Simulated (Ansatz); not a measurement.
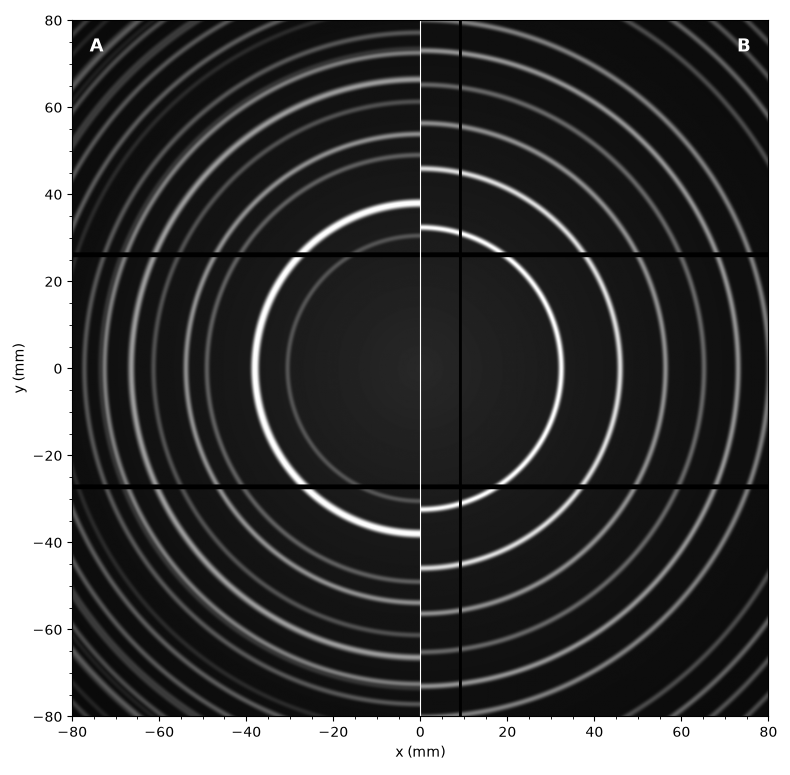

Simulated X-ray powder rings on a flat area detector normal to the beam: λ = 0.1665 Å, sample-to-detector distance 450 mm, axes in mm from the beam centre, beam polarised horizontally, for a fine-grained powder without texture. Kinematic intensities with B = 0.5 Å² for all atoms, without absorption; brightness goes as intensity to the power 0.4, clipped at the top. Reflections closer than the ring width show as one ring. The left and right halves show two different samples, each scaled to its strongest ring.

Structure 1:
```
Mn
1.0
     3.92607    0.00000    0.00000
    -1.96303    3.40007    0.00000
     0.00000    0.00000    2.46137
Mn
3
Direct
  0.00000 0.00000 0.00000
  0.33333 0.66667 0.50000
  0.66667 0.33333 0.50000
```

Structure 2:
Space group Pm-3m (No. 221). a = 2.316 Å, b = 2.316 Å, c = 2.316 Å, α = 90.00°, β = 90.00°, γ = 90.00°
```json
{"atom": "Mn", "site": "1a", "symmetry": "m-3m", "x": "0.0000", "y": "0.0000", "z": "0.0000"}
```

Origins: 1, the input geometry of an electronic-structure calculation (not necessarily at equilibrium); the starting structure was generated, so it need not be a known form of this composition; 2, the geometry relaxed with DFT, PBEsol, plane waves (420 eV) with PAW, scalar-relativistic (Ansatz 0.2.0); the starting structure was generated, so it need not be a known form of this composition.

**Which structure gives which half?**

Half A is structure 1 (Mn): 001 at 30.5 mm (d = 2.46 Å), 101 + 110 at 38.0 mm (d = 1.994 + 1.963 Å), 111 at 49.0 mm (d = 1.535 Å), 201 at 53.8 mm (d = 1.399 Å).
Half B is structure 2 (Mn): 100 at 32.4 mm (d = 2.32 Å), 110 at 45.9 mm (d = 1.638 Å), 111 at 56.4 mm (d = 1.337 Å), 200 at 65.2 mm (d = 1.158 Å).
